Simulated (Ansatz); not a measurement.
A series of calculations on Li2S

### Vibrations

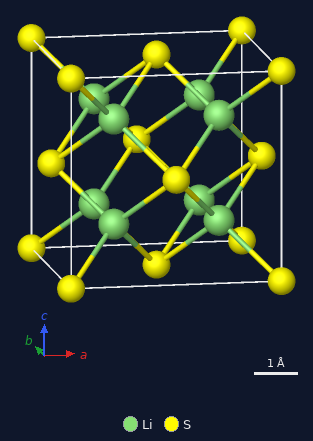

Lattice vibrations of a crystal of Li$_{2}$S relaxed at 25 GPa, space group Fm-3m (No. 225), at the zone centre. A ball-and-stick model of the conventional cell (4 times the calculation's cell), seen slightly off an axis. Lengths and directions refer to the drawn axes.

Level of theory: DFT LDA, scalar-relativistic, plane waves, PAW (Ansatz). Set-up: plane-wave cutoff 420 eV; k-point mesh 8 × 8 × 8; occupations fixed; target pressure 25 GPa; no spin polarisation.

Frequencies are those without the non-analytic (LO–TO) term.

Question: Which optical modes does it have, at what frequencies, and is it stable there?

Answer: The calculation's cell holds 3 atoms, so there are 6 optical modes, in 2 levels. The optical modes span T₁u + T₂g. No level is unstable.

```csv
level,symmetry,frequency (cm⁻¹),activity
1,T₁u,562,infrared-active
2,T₂g,578,Raman-active
```

The modes drawn as arrows (one member of each degenerate set):

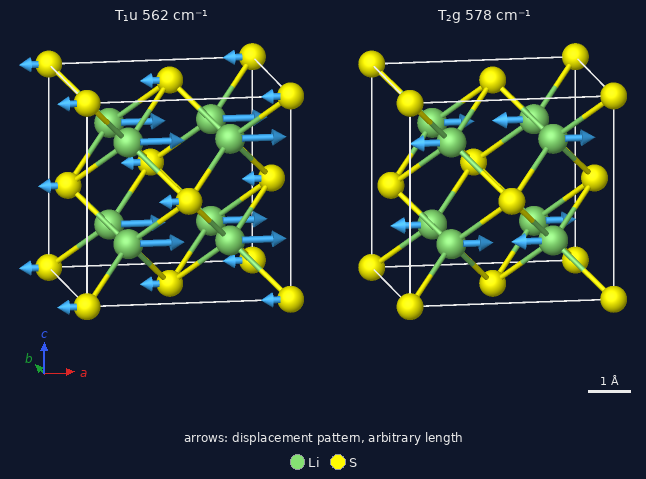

### Vibrations

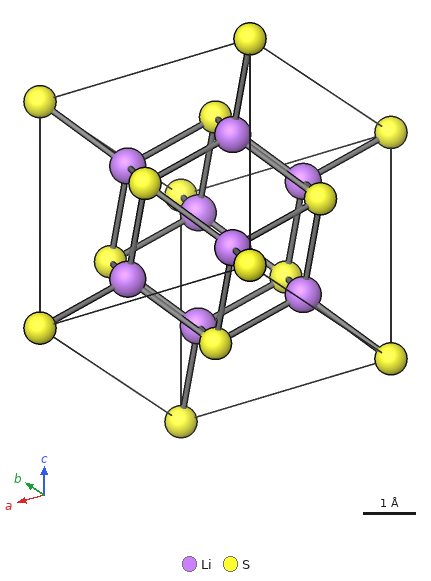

Lattice vibrations of crystalline Li$_{2}$S relaxed at 40 GPa, space group Fm-3m (No. 225), at the zone centre. Style: ball-and-stick. Shown: the conventional cell (4 times the calculation's cell), from a free direction. Lengths and directions refer to the drawn axes.

Method: Ansatz 0.2.0, DFT PBE, scalar-relativistic, plane waves, PAW. (plane-wave cutoff 420 eV; k-point mesh 8 × 8 × 8; occupations fixed; target pressure 40 GPa; no spin polarisation)

Frequencies are those without the non-analytic (LO–TO) term.

Give the spectrum at this point.

The calculation's cell holds 3 atoms, so there are 6 optical modes, in 2 levels. The optical modes span T₁u + T₂g. No level is unstable.

```json
{"level": "1", "symmetry": "T₁u", "frequency (cm⁻¹)": "614", "activity": "infrared-active"}
{"level": "2", "symmetry": "T₂g", "frequency (cm⁻¹)": "625", "activity": "Raman-active"}
```

The displacement patterns (one member of each degenerate set):

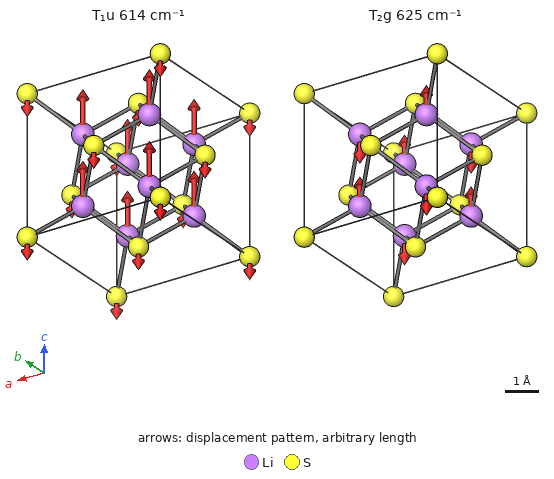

### One mode

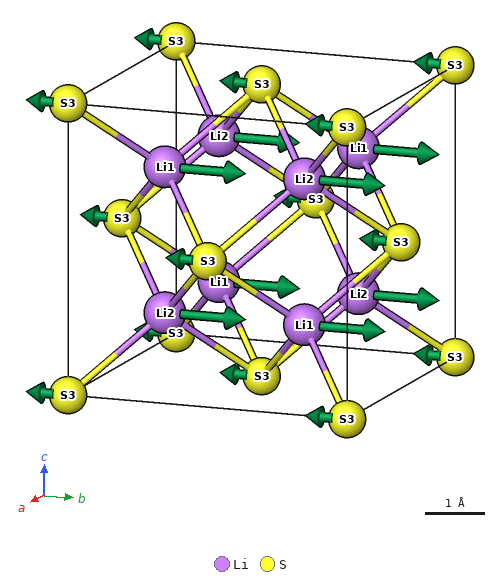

One vibrational mode of a crystal of Li$_{2}$S relaxed at 25 GPa at the zone centre. The green arrows give the relative displacements of the atoms. Style: ball-and-stick. Shown: the conventional cell (4 times the calculation's cell), slightly off an axis. Lengths and directions refer to the drawn axes.

The calculation used DFT PBEsol, scalar-relativistic, plane waves, PAW in Ansatz 0.2.0.

Input
```yaml
crystal:
  lattice:
    - [0.0, 2.54119812, 2.54119812]
    - [2.54119812, 0.0, 2.54119812]
    - [2.54119812, 2.54119812, 0.0]
  atoms:
    - { symbol: Li, position: [0.25, 0.25, 0.25] }
    - { symbol: Li, position: [0.75, 0.75, 0.75] }
    - { symbol: S, position: [0.0, 0.0, 0.0] }
basis:
  ecutwfc: 420
kpoints:
  mp_grid: { grid: [8, 8, 8] }
hamiltonian:
  xc: pbesol
scf:
  occupations: { method: fixed }
output:
  eigenvalues: true
phonons:
  method: dfpt
  dielectric: true
  rigid_motions: translations
  eigenvectors: true
```

Launched with:
```bash
ansatz run input.yaml --threads 1 --pin off --max-ram 1228MiB --backend cpu --events-out ev --progress --plain --runs-dir out
```

Frequencies are those without the non-analytic (LO–TO) term.

Give the symmetry, activity and frequency of this mode.

This is the T₁u mode (triply degenerate; one member of the set is drawn) at 549 cm⁻¹, the lowest optical level, infrared-active by symmetry. The Li sublattice moves against the S sublattice, along b; the kinetic energy is shared as Li 70 %, S 30 %. Its infrared intensity is 18 (D/Å)²/amu for the set. The value is the transverse one; the longitudinal partner lies at 625 cm⁻¹.
